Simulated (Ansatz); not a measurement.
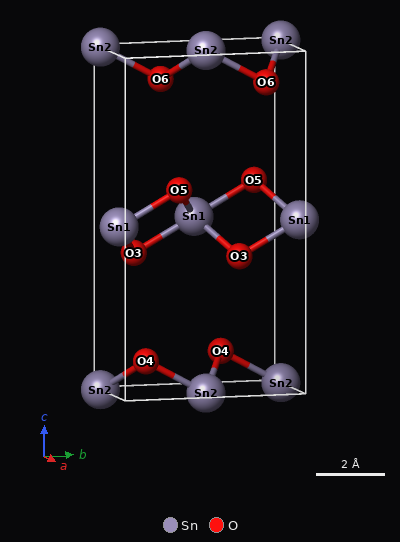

Figure 1. The input geometry (ball-and-stick view of the cell 2 times as large as that of the calculation, set on its symmetry axes, seen slightly off an axis; atoms are numbered from 1 in the order of the input). An atom can appear more than once, as a periodic image. Near neighbours in the periodic cell (some may lie outside the picture): Sn has 6 O at 2.12 to 2.14 Å; O has 3 Sn at 2.12 to 2.14 Å.

# Run report: SnO$_{2}$, single-point calculation

- system: SnO$_{2}$ (C222₁, 6 atoms in the cell)
- method: DFT, PBEsol, dispersion d3bj, plane waves, PAW, PAW set soft_1, Ueff = 30 eV on O f (Ansatz 0.2.0)

The structure derives from a Materials Project entry.

The input
```yaml
crystal:
  lattice:
    - [3.2310136259, 0.0, 0.0]
    - [-1.615506813, 2.79813988, 0.0]
    - [0.0, 0.0, 10.2823205925]
  atoms:
    - { symbol: Sn, position: [-0.1948457596, 0.0, 0.5] }
    - { symbol: Sn, position: [0.1948457596, 0.0, 0.0] }
    - { symbol: O, position: [0.469054501, 0.3333333333, 0.4003665319] }
    - { symbol: O, position: [0.8642788324, 0.3333333333, 0.0996334681] }
    - { symbol: O, position: [0.1357211676, 0.6666666667, 0.5996334681] }
    - { symbol: O, position: [0.530945499, 0.6666666667, 0.9003665319] }
basis:
  ecutwfc: 520.0
kpoints:
  mp_grid: { grid: [12, 12, 4] }
hamiltonian:
  xc: pbesol
  pseudopotentials: { kind: paw, azcp: { folder: soft_1 } }
  dispersion: d3bj
  hubbard: { sites: [{ species: O, l: f, u_eff: 30.0 }] }
scf:
  occupations: { method: gaussian, width: 0.05 }
  max_iter: 50
output:
  forces: true
  eigenvalues: true
  stress: true
```

Launched with:
```bash
ansatz run input.yaml --threads 2 --pin off --max-ram 4096MiB --backend cpu --events-out ev --progress --plain --runs-dir out
```

What the program printed
```
Error: inconsistent input (hamiltonian.hubbard.sites[].l, hamiltonian.hubbard.sites[].shell): the file of O doesn't list 4f, and it can't be added: PBE doesn't bind the shell 4f of the free atom, whose level lies at +1.15 eV. Type an atom or ion with it (hamiltonian.pseudopotentials.projection_atoms), take another file or name another shell
```

What the run reported

- outcome: refused by the program
- space group (tolerance 0.01 Å): C222₁ (20)
- hardware: 2 threads of Arm Neoverse N1, 98 GiB of memory available, shared host

Diagnosis

A setting was made wrong on purpose: a U on a shell that isn't there (`hamiltonian.hubbard`). The program refused the input: “inconsistent input (hamiltonian.hubbard.sites[].l, hamiltonian.hubbard.sites[].shell): the file of O doesn't list 4f, and it can't be added: PBE doesn't bind the shell 4f of the free atom, whose level lies at +1.15 eV …”
